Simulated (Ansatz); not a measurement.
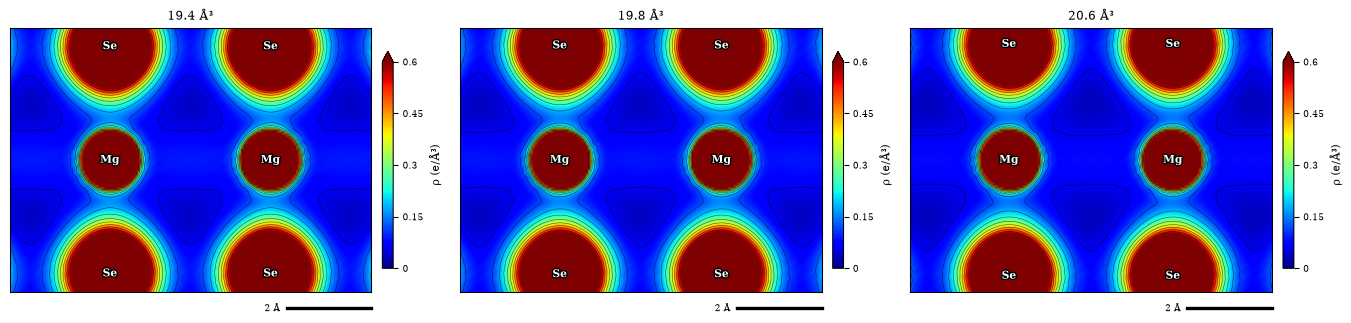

MgSe. The valence pseudo-density of cells scaled evenly to different volumes (given per atom above each panel), on the (11̄0) plane of each (indices in the axes of the cell below), at one length scale and on one colour scale.

All numbers below come from Ansatz 0.2.0, Kohn-Sham DFT of a periodic cell, HSE06, Ansatz PAW.

The density is the valence pseudo-density of a PAW calculation; it isn't the true density close to the nuclei.

The largest cell:

```cif
data_structure
_symmetry_space_group_name_H-M 'P 1'
_symmetry_Int_Tables_number 1
_cell_length_a 3.9300
_cell_length_b 3.9300
_cell_length_c 3.9300
_cell_angle_alpha 60.000
_cell_angle_beta 60.000
_cell_angle_gamma 60.000
_cell_volume 42.92
loop_
_atom_site_label
_atom_site_type_symbol
_atom_site_fract_x
_atom_site_fract_y
_atom_site_fract_z
_atom_site_occupancy
Se1 Se 0.50000 0.50000 0.50000 1
Mg1 Mg 0.00000 0.00000 0.00000 1
```

| volume (Å³/atom) | Mg–Se contact in the plane (Å) | ρ at its midpoint (e/Å³) | pressure (GPa) | gap on the mesh (eV) | 
| --- | --- | --- | --- | --- |
| 19.44 | 2.689 | 0.273 | 3.6 | 2.76 | 
| 19.84 | 2.707 | 0.266 | 2.0 | 2.72 | 
| 20.65 | 2.744 | 0.251 | −0.7 | 2.64 | 
| 21.06 | 2.761 | ? | ? | ? | 
| 21.46 | 2.779 | 0.238 | −3.0 | 2.56 | 

**Estimate the missing row, and compare with the calculation.**

Over the known rows ln ρ falls by 1.53 per Å of Mg–Se distance (a least-squares line), which gives 0.245 e/Å³ at 2.761 Å; the calculation gives 0.245 e/Å³. For the pressure, a straight line in volume between the neighbouring rows gives −1.9 GPa; the calculation gives −1.9. For the gap on the mesh, a straight line in volume between the neighbouring rows gives 2.60 eV; the calculation gives 2.60.
